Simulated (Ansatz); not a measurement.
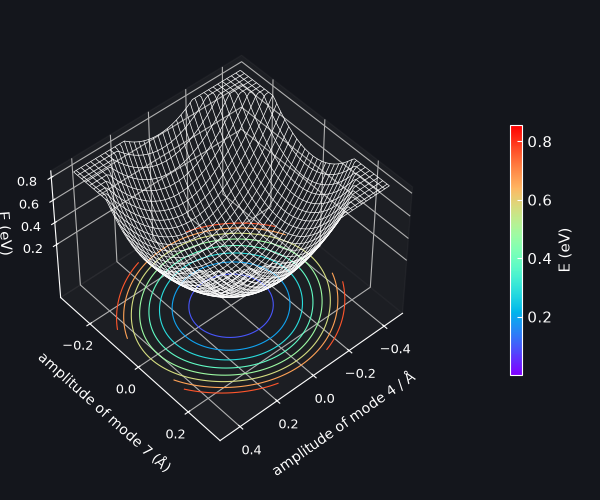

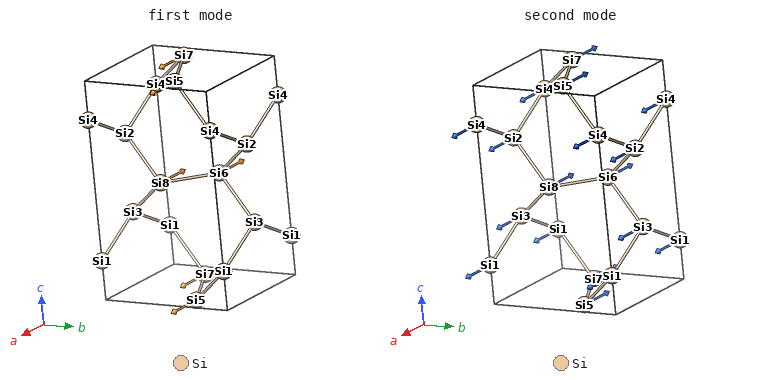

Energy landscape of Si (I4/mmm, No. 139; 8 atoms in the cell). The energy is mapped over two normal modes frozen in (zone-centre modes of the 8-atom cell of this scan, which folds in the wave vector (0, 0, 1/2) of the primitive cell). First axis: amplitude of mode 4 (121 cm⁻¹), largest displacement. Second axis: amplitude of mode 7 (135 cm⁻¹), largest displacement. Nothing is relaxed (the cell and all other modes fixed). The scan uses an 11 × 11 grid; 36 points were computed and 85 follow by symmetry. Points are written as (first, second). All energies are given in eV per cell relative to the lowest grid point. The band gap closes in part of the range. Method: Ansatz, DFT PBEsol, scalar-relativistic, plane waves, PAW. Settings: cutoff 420 eV, k-mesh 10×10×4 in the order of the run's cell vectors, gaussian smearing 0.03 eV, no spin polarisation.

The picture shows a relief with its contours projected below, any walls above the top of the colour scale cut off. Between grid points the surface is interpolated. The second picture is the structure at the lowest point

Q: What does the map say about the system?

A: The lowest grid point is at (0.000 Å, 0.000 Å). No other kind of well shows on this grid. The highest grid point, (−0.442 Å, −0.283 Å), lies 1.43 eV above the lowest.

Each point was launched as `ansatz run input.yaml --threads 2 --pin off --max-ram 4096MiB --backend cpu --events-out ev --progress --plain --runs-dir out`. Time for the 36 points that were run: 19 min on 2 threads of Arm Neoverse N1 (shared host).

PAW datasets: the set soft_1.
